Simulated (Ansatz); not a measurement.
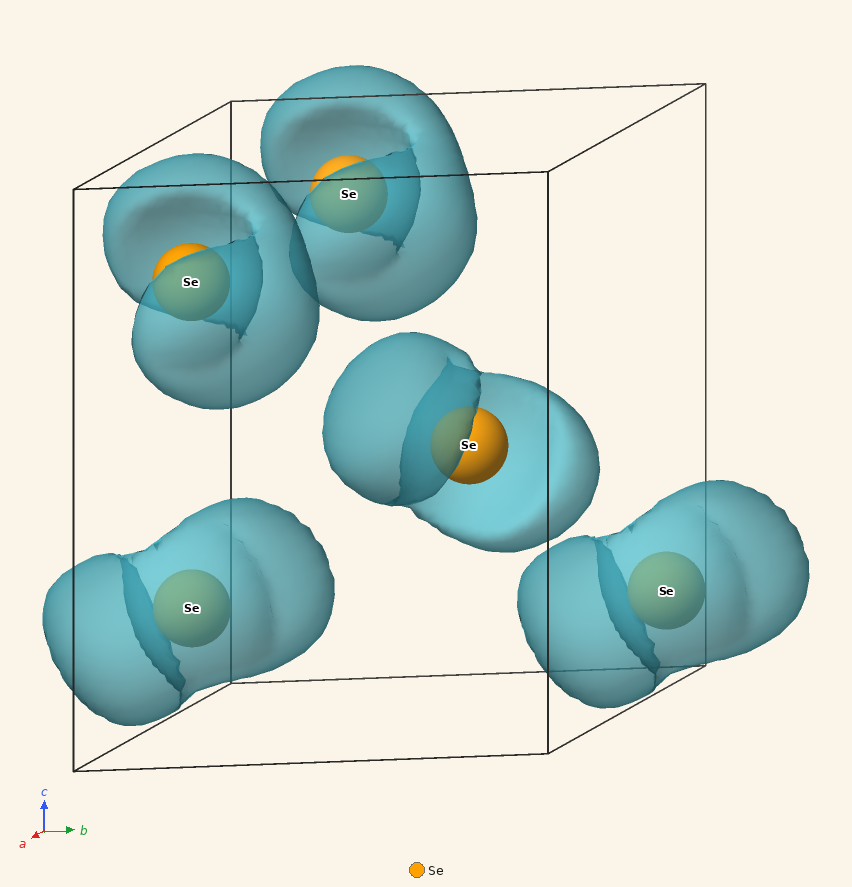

Figure 1: Se. Isosurface of the electron localisation function at 0.75 (cyan), seen slightly off an axis. Core shells and regions of very low density are left out.

Space group P3₂21; changed on purpose from its base cell (uniaxial strain along c, a, b and atoms relaxed: -2.0 %).

Level of theory: Ansatz, DFT PBEsol, scalar-relativistic, plane waves, PAW.

Core electrons are frozen (PAW), and the valence fields are smoothed inside the atomic spheres.

Q: Identify the bonds, lone pairs and shells in this picture.

A: The surface consists of three regions wrapped around Se (the valence shell of each), counted in one cell of 3 atoms. Any copies at cell faces, edges or corners count once. Profiles from the grid: Se–Se (2.43 Å): the ELF peaks at about 0.70 between the atoms.

Q: Does the calculation give a band gap?

A: It is gapped, with a Kohn–Sham gap of 0.62 eV on the k-point mesh, an upper bound to the gap of this method.
